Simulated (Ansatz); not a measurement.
# Geometry relaxation of MgO (part 3 of 3)

The same run, continued: MgO (slab, 32 atoms in the cell); DFT PBE+D3(BJ), scalar-relativistic, plane waves, PAW, no spin polarisation (Ansatz 0.2.0); cutoff 420 eV, 3×3×1 k-mesh, Gaussian smearing of 0.05 eV. The structure derives from an entry of the Crystallography Open Database. The input holds or restrains some coordinates. It belongs to a series of runs on one base structure; here: clean slab, lower planes held.

**Output, continued**
```
  k-point 1: bands = ["-72.8553", "-72.8538", "-72.8524", "-72.8510", "-72.6381", "-72.6366", "-72.6352", "-72.6338", "-72.3094", "-72.3079", "-72.3064", "-72.3049", "-72.2644", "-72.2630", "-72.2616", "-72.2602", "-39.6864", "-39.6845", "-39.6825", "-39.6805", "-39.6012", "-39.5965", "-39.5923", "-39.5839", "-39.5698", "-39.5633", "-39.5571", "-39.5543", "-39.4699", "-39.4681", "-39.4660", "-39.4638", "-39.3850", "-39.3802", "-39.3761", "-39.3675", "-39.3534", "-39.3468", "-39.3406", "-39.3378",
      "-39.0992", "-39.0936", "-39.0906", "-39.0812", "-39.0765", "-39.0761", "-39.0761", "-39.0670", "-39.0658", "-39.0576", "-39.0513", "-39.0480", "-39.0404", "-39.0398", "-39.0346", "-39.0318", "-39.0206", "-39.0201", "-39.0199", "-39.0193", "-39.0158", "-39.0114", "-39.0046", "-39.0023", "-16.8857", "-16.4322", "-16.3833", "-16.0679", "-15.9655", "-15.9241", "-15.8582", "-15.8189", "-15.7772", "-15.7075", "-15.6467", "-15.6234", "-15.5225", "-15.4765", "-15.3820", "-15.2348",
      "-4.0600", "-4.0172", "-3.8817", "-3.7914", "-3.6958", "-3.6900", "-3.5862", "-3.5249", "-3.3602", "-3.3452", "-3.1861", "-3.0845", "-2.9359", "-2.8747", "-2.2311", "-2.1491", "-2.1195", "-2.0928", "-1.8282", "-1.6748", "-1.6179", "-1.4668", "-1.3965", "-1.3431", "-1.3122", "-1.2425", "-1.2142", "-1.1792", "-1.1711", "-1.1575", "-1.1191", "-1.1179", "-0.9161", "-0.9153", "-0.7653", "-0.7325", "-0.6670", "-0.6542", "-0.6533", "-0.6421",
      "-0.5510", "-0.5285", "-0.5157", "-0.3719", "-0.3028", "-0.2421", "-0.1939", "-0.0919", "3.8922", "4.3464", "5.1065", "5.5075", "5.5940", "6.2393", "6.5112", "6.7911", "6.9395", "7.2803", "7.5739", "7.6059", "7.6466", "7.7363", "8.0044", "8.0867", "8.1651", "8.4146", "8.5386", "8.5784", "9.2494", "9.2998", "9.3136", "9.4589", "9.6108", "9.6902", "9.6995", "9.7773", "9.8317", "9.9200", "10.0858", "10.1630"]
  k-point 2: bands = ["-72.8545", "-72.8531", "-72.8531", "-72.8517", "-72.6374", "-72.6359", "-72.6359", "-72.6345", "-72.3087", "-72.3072", "-72.3072", "-72.3057", "-72.2637", "-72.2623", "-72.2623", "-72.2609", "-39.6854", "-39.6835", "-39.6835", "-39.6815", "-39.5902", "-39.5902", "-39.5868", "-39.5852", "-39.5690", "-39.5673", "-39.5649", "-39.5649", "-39.4689", "-39.4670", "-39.4670", "-39.4648", "-39.3740", "-39.3740", "-39.3705", "-39.3688", "-39.3526", "-39.3509", "-39.3484", "-39.3484",
      "-39.0880", "-39.0880", "-39.0843", "-39.0815", "-39.0754", "-39.0739", "-39.0739", "-39.0685", "-39.0648", "-39.0624", "-39.0595", "-39.0595", "-39.0335", "-39.0335", "-39.0324", "-39.0321", "-39.0203", "-39.0195", "-39.0193", "-39.0193", "-39.0146", "-39.0145", "-39.0125", "-39.0125", "-16.7177", "-16.3112", "-16.3112", "-16.2526", "-16.0300", "-15.9795", "-15.9795", "-15.8093", "-15.7748", "-15.6468", "-15.6468", "-15.5842", "-15.5315", "-15.4539", "-15.4539", "-15.3101",
      "-3.6537", "-3.6537", "-3.5958", "-3.5958", "-3.4492", "-3.4360", "-3.3107", "-3.2843", "-3.0134", "-3.0134", "-2.9554", "-2.8970", "-2.8733", "-2.8733", "-2.6571", "-2.2344", "-2.0716", "-2.0716", "-2.0574", "-2.0421", "-1.8555", "-1.7514", "-1.7148", "-1.7148", "-1.5231", "-1.5058", "-1.3717", "-1.3717", "-1.3527", "-1.2799", "-1.0620", "-1.0216", "-1.0152", "-1.0152", "-0.8850", "-0.8850", "-0.8838", "-0.7623", "-0.7623", "-0.6729",
      "-0.6248", "-0.6248", "-0.5091", "-0.5046", "-0.4294", "-0.4089", "-0.4089", "-0.2280", "4.3642", "4.8400", "5.5377", "5.5377", "6.0156", "6.0372", "6.0372", "6.6313", "6.7539", "7.1312", "7.1538", "7.4086", "7.4086", "8.0286", "8.1070", "8.1070", "8.4441", "8.4441", "8.5306", "8.7444", "9.0448", "9.0448", "9.1228", "9.1228", "9.3845", "9.6690", "9.7305", "10.1065", "10.1065", "10.1741", "10.2424", "10.2726"]
--- Relaxed structure (4 steps of the walk, 4 accepted, 0 SCFs on fresh bases) ---
  F+E_penalty+E_count = -39909.42066269 eV   max|allowed force component| = 8.814e-3 eV/Å
  atoms:
    - { symbol: Mg, position: [0.25, 0.25, 0.3585581713000001] }
    - { symbol: Mg, position: [0.25, 0.75, 0.3585581713000001] }
    - { symbol: Mg, position: [0.75, 0.25, 0.3585581713000001] }
    - { symbol: Mg, position: [0.75, 0.75, 0.3585581713000001] }
    - { symbol: O, position: [0.5, 0.5, 0.3585581713000001] }
    - { symbol: O, position: [0.5, 0.0, 0.3585581713000001] }
    - { symbol: O, position: [0.0, 0.5, 0.3585581713000001] }
    - { symbol: O, position: [0.0, 0.0, 0.3585581713000001] }
    - { symbol: Mg, position: [0.5, 0.5, 0.45285272380000013] }
    - { symbol: Mg, position: [0.5, 0.0, 0.45285272380000013] }
    - { symbol: Mg, position: [0.0, 0.5, 0.45285272380000013] }
    - { symbol: Mg, position: [0.0, 0.0, 0.45285272380000013] }
    - { symbol: O, position: [0.75, 0.75, 0.45285272380000013] }
    - { symbol: O, position: [0.75, 0.25, 0.45285272380000013] }
    - { symbol: O, position: [0.25, 0.75, 0.45285272380000013] }
    - { symbol: O, position: [0.25, 0.25, 0.45285272380000013] }
    - { symbol: Mg, position: [0.75, 0.75, 0.5475441436385703] }
    - { symbol: Mg, position: [0.75, 0.25, 0.5475441436385703] }
    - { symbol: Mg, position: [0.25, 0.75, 0.5475441436385703] }
    - { symbol: Mg, position: [0.25, 0.25, 0.5475441436385703] }
    - { symbol: O, position: [9.825942694250723e-20, 4.160226280861492e-36, 0.5472821593021585] }
    - { symbol: O, position: [9.825942694250727e-20, 0.5, 0.5472821593021585] }
    - { symbol: O, position: [0.5, -2.765582522889881e-38, 0.5472821593021585] }
    - { symbol: O, position: [0.5, 0.5, 0.5472821593021585] }
    - { symbol: Mg, position: [-1.506792120811325e-19, 1.0758906180476748e-34, 0.6412349876854664] }
    - { symbol: Mg, position: [-1.5067921208113258e-19, 0.5, 0.6412349876854664] }
    - { symbol: Mg, position: [0.5, -7.465492478932456e-35, 0.6412349876854664] }
    - { symbol: Mg, position: [0.5, 0.5, 0.6412349876854664] }
    - { symbol: O, position: [0.25, 0.25, 0.643490943693274] }
    - { symbol: O, position: [0.25, 0.75, 0.643490943693274] }
    - { symbol: O, position: [0.75, 0.25, 0.643490943693274] }
    - { symbol: O, position: [0.75, 0.75, 0.643490943693274] }
```

**Trajectory as extended XYZ (Å, eV, eV/Å), 3 of the 4 frames kept, from step=1 to step=4**
```
32
Lattice="5.9506 0.0000 0.0000 0.0000 5.9506 0.0000 0.0000 0.0000 22.3116" Properties=species:S:1:pos:R:3:forces:R:3 step=1 energy=-39909.36871
Mg    1.4877    1.4877    8.0000    0.0000   0.0000   0.4086
Mg    1.4877    4.4630    8.0000    0.0000   0.0000   0.4086
Mg    4.4630    1.4877    8.0000    0.0000   0.0000   0.4086
Mg    4.4630    4.4630    8.0000    0.0000   0.0000   0.4086
O     2.9753    2.9753    8.0000    0.0000   0.0000  -0.5342
O     2.9753    0.0000    8.0000    0.0000   0.0000  -0.5342
O     0.0000    2.9753    8.0000    0.0000   0.0000  -0.5342
O     0.0000    0.0000    8.0000    0.0000   0.0000  -0.5342
Mg    2.9753    2.9753   10.1039    0.0000   0.0000   0.0584
Mg    2.9753    0.0000   10.1039    0.0000   0.0000   0.0584
Mg    0.0000    2.9753   10.1039    0.0000   0.0000   0.0584
Mg    0.0000    0.0000   10.1039    0.0000   0.0000   0.0584
O     4.4630    4.4630   10.1039    0.0000   0.0000   0.0133
O     4.4630    1.4877   10.1039    0.0000   0.0000   0.0133
O     1.4877    4.4630   10.1039    0.0000   0.0000   0.0133
O     1.4877    1.4877   10.1039    0.0000   0.0000   0.0133
Mg    4.4630    4.4630   12.2077    0.0000   0.0000  -0.0584
Mg    4.4630    1.4877   12.2077    0.0000   0.0000  -0.0584
Mg    1.4877    4.4630   12.2077    0.0000   0.0000  -0.0584
Mg    1.4877    1.4877   12.2077    0.0000   0.0000  -0.0584
O     0.0000    0.0000   12.2077    0.0000   0.0000  -0.0132
O     0.0000    2.9753   12.2077    0.0000   0.0000  -0.0132
O     2.9753    0.0000   12.2077    0.0000   0.0000  -0.0132
O     2.9753    2.9753   12.2077    0.0000   0.0000  -0.0132
Mg    0.0000    0.0000   14.3116    0.0000   0.0000  -0.4087
Mg    0.0000    2.9753   14.3116    0.0000   0.0000  -0.4087
Mg    2.9753    0.0000   14.3116    0.0000   0.0000  -0.4087
Mg    2.9753    2.9753   14.3116    0.0000   0.0000  -0.4087
O     1.4877    1.4877   14.3116    0.0000   0.0000   0.5342
O     1.4877    4.4630   14.3116    0.0000   0.0000   0.5342
O     4.4630    1.4877   14.3116    0.0000   0.0000   0.5342
O     4.4630    4.4630   14.3116    0.0000   0.0000   0.5342
32
Lattice="5.9506 0.0000 0.0000 0.0000 5.9506 0.0000 0.0000 0.0000 22.3116" Properties=species:S:1:pos:R:3:forces:R:3 step=3 energy=-39909.42005
Mg    1.4877    1.4877    8.0000    0.0000   0.0000   0.4084
Mg    1.4877    4.4630    8.0000    0.0000   0.0000   0.4084
Mg    4.4630    1.4877    8.0000    0.0000   0.0000   0.4084
Mg    4.4630    4.4630    8.0000    0.0000   0.0000   0.4084
O     2.9753    2.9753    8.0000    0.0000   0.0000  -0.5344
O     2.9753    0.0000    8.0000    0.0000   0.0000  -0.5344
O     0.0000    2.9753    8.0000    0.0000   0.0000  -0.5344
O     0.0000    0.0000    8.0000    0.0000   0.0000  -0.5344
Mg    2.9753    2.9753   10.1039    0.0000   0.0000   0.0552
Mg    2.9753    0.0000   10.1039    0.0000   0.0000   0.0552
Mg    0.0000    2.9753   10.1039    0.0000   0.0000   0.0552
Mg    0.0000    0.0000   10.1039    0.0000   0.0000   0.0552
O     4.4630    4.4630   10.1039    0.0000   0.0000   0.0499
O     4.4630    1.4877   10.1039    0.0000   0.0000   0.0499
O     1.4877    4.4630   10.1039    0.0000   0.0000   0.0499
O     1.4877    1.4877   10.1039    0.0000   0.0000   0.0499
Mg    4.4630    4.4630   12.2161    0.0000   0.0000  -0.0315
Mg    4.4630    1.4877   12.2161    0.0000   0.0000  -0.0315
Mg    1.4877    4.4630   12.2161    0.0000   0.0000  -0.0315
Mg    1.4877    1.4877   12.2161    0.0000   0.0000  -0.0315
O     0.0000    0.0000   12.2080    0.0000   0.0000   0.0095
O     0.0000    2.9753   12.2080    0.0000   0.0000   0.0095
O     2.9753    0.0000   12.2080    0.0000   0.0000   0.0095
O     2.9753    2.9753   12.2080    0.0000   0.0000   0.0095
Mg    0.0000    0.0000   14.3007    0.0000   0.0000   0.0213
Mg    0.0000    2.9753   14.3007    0.0000   0.0000   0.0213
Mg    2.9753    0.0000   14.3007    0.0000   0.0000   0.0213
Mg    2.9753    2.9753   14.3007    0.0000   0.0000   0.0213
O     1.4877    1.4877   14.3518    0.0000   0.0000   0.0214
O     1.4877    4.4630   14.3518    0.0000   0.0000   0.0214
O     4.4630    1.4877   14.3518    0.0000   0.0000   0.0214
O     4.4630    4.4630   14.3518    0.0000   0.0000   0.0214
32
Lattice="5.9506 0.0000 0.0000 0.0000 5.9506 0.0000 0.0000 0.0000 22.3116" Properties=species:S:1:pos:R:3:forces:R:3 step=4 energy=-39909.42066
Mg    1.4877    1.4877    8.0000    0.0000   0.0000   0.4081
Mg    1.4877    4.4630    8.0000    0.0000   0.0000   0.4081
Mg    4.4630    1.4877    8.0000    0.0000   0.0000   0.4081
Mg    4.4630    4.4630    8.0000    0.0000   0.0000   0.4081
O     2.9753    2.9753    8.0000    0.0000   0.0000  -0.5343
O     2.9753    0.0000    8.0000    0.0000   0.0000  -0.5343
O     0.0000    2.9753    8.0000    0.0000   0.0000  -0.5343
O     0.0000    0.0000    8.0000    0.0000   0.0000  -0.5343
Mg    2.9753    2.9753   10.1039    0.0000   0.0000   0.0665
Mg    2.9753    0.0000   10.1039    0.0000   0.0000   0.0665
Mg    0.0000    2.9753   10.1039    0.0000   0.0000   0.0665
Mg    0.0000    0.0000   10.1039    0.0000   0.0000   0.0665
O     4.4630    4.4630   10.1039    0.0000   0.0000   0.0519
O     4.4630    1.4877   10.1039    0.0000   0.0000   0.0519
O     1.4877    4.4630   10.1039    0.0000   0.0000   0.0519
O     1.4877    1.4877   10.1039    0.0000   0.0000   0.0519
Mg    4.4630    4.4630   12.2166    0.0000   0.0000   0.0035
Mg    4.4630    1.4877   12.2166    0.0000   0.0000   0.0035
Mg    1.4877    4.4630   12.2166    0.0000   0.0000   0.0035
Mg    1.4877    1.4877   12.2166    0.0000   0.0000   0.0035
O     0.0000    0.0000   12.2107    0.0000   0.0000  -0.0063
O     0.0000    2.9753   12.2107    0.0000   0.0000  -0.0063
O     2.9753    0.0000   12.2107    0.0000   0.0000  -0.0063
O     2.9753    2.9753   12.2107    0.0000   0.0000  -0.0063
Mg    0.0000    0.0000   14.3070    0.0000   0.0000   0.0018
Mg    0.0000    2.9753   14.3070    0.0000   0.0000   0.0018
Mg    2.9753    0.0000   14.3070    0.0000   0.0000   0.0018
Mg    2.9753    2.9753   14.3070    0.0000   0.0000   0.0018
O     1.4877    1.4877   14.3573    0.0000   0.0000   0.0088
O     1.4877    4.4630   14.3573    0.0000   0.0000   0.0088
O     4.4630    1.4877   14.3573    0.0000   0.0000   0.0088
O     4.4630    4.4630   14.3573    0.0000   0.0000   0.0088
```

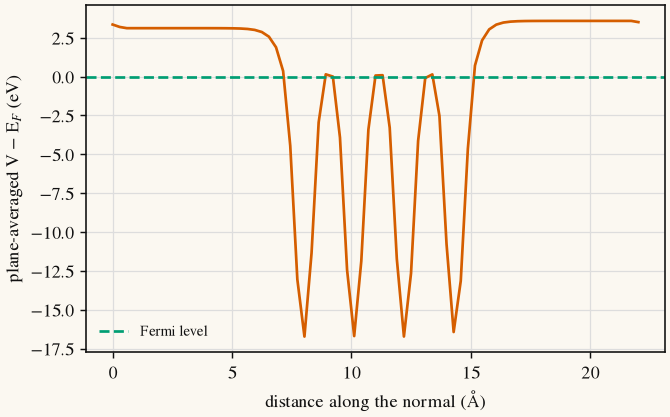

**Figure 1.** Plane average of the electrostatic potential energy of an electron across the cell, from the Fermi level. The vacuum level lies 3.59 eV above the Fermi level on the upper side and 3.12 eV on the lower.

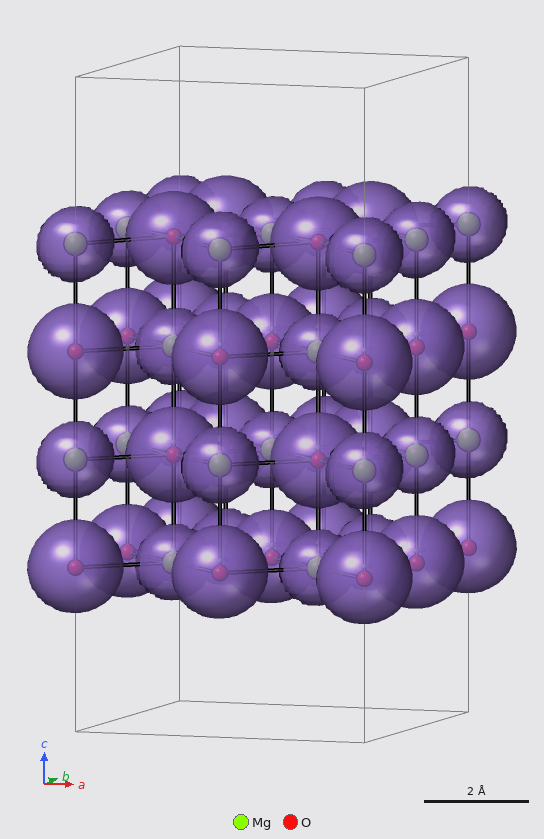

**Figure 2.** Isosurface of the valence pseudo-density at 0.5 e/Å³ (purple), seen slightly off an axis. Sticks mark near contacts. At this value the density breaks into separate islands; it holds about 85 % of the electrons treated as valence (semicore included). It is pinched off along the Mg–O (2.10 Å) and Mg–O (2.14 Å) contacts. On the grid the lowest density along these lines, outside the cores, is 0.29 e/Å³ (Mg–O, 2.10 Å) and 0.28 e/Å³ (Mg–O, 2.14 Å). Core electrons are frozen (PAW), so the fields are smoothed inside the atomic spheres.

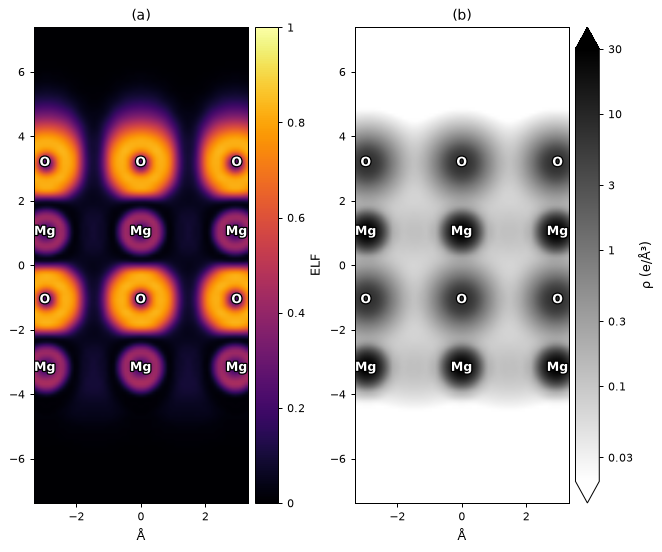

**Figure 3.** (a) ELF; (b) valence charge density (pseudo) on the (100) plane of the calculation cell, a cut from vacuum to vacuum. The plane passes through Mg and O nuclei. Mg–O (2.10 Å): the density is about 0.34 e/Å³ at the midpoint; the ELF is about 0.35 at the midpoint. Mg–O (2.14 Å): the density is about 0.33 e/Å³ at the midpoint; the ELF is about 0.35 at the midpoint. The density dies away to nearly zero in the vacuum.

**Summary**

- outcome: converged under the restraints of the input
- electrons treated: 256
- free energy: −39909.4207 eV
- work function, top face: 3.59 eV
- work function, bottom face: 3.12 eV
- Fermi energy: 1.639 eV
- gap on the k-point mesh: 3.37 eV
- final volume: 790.05 Å³
- work function (upper face): 3.59 eV
- largest force (length of the vector) at the end, held atoms and coordinates included: 0.534 eV/Å
- hardware: 4 threads of Arm Neoverse V2, 24 GiB of memory available, shared host
- wall time: 41 s (CPU time 2.7 min)
- peak memory: 1.7 GiB

The program warns: the exchange-correlation potential is rough where the density is thin.
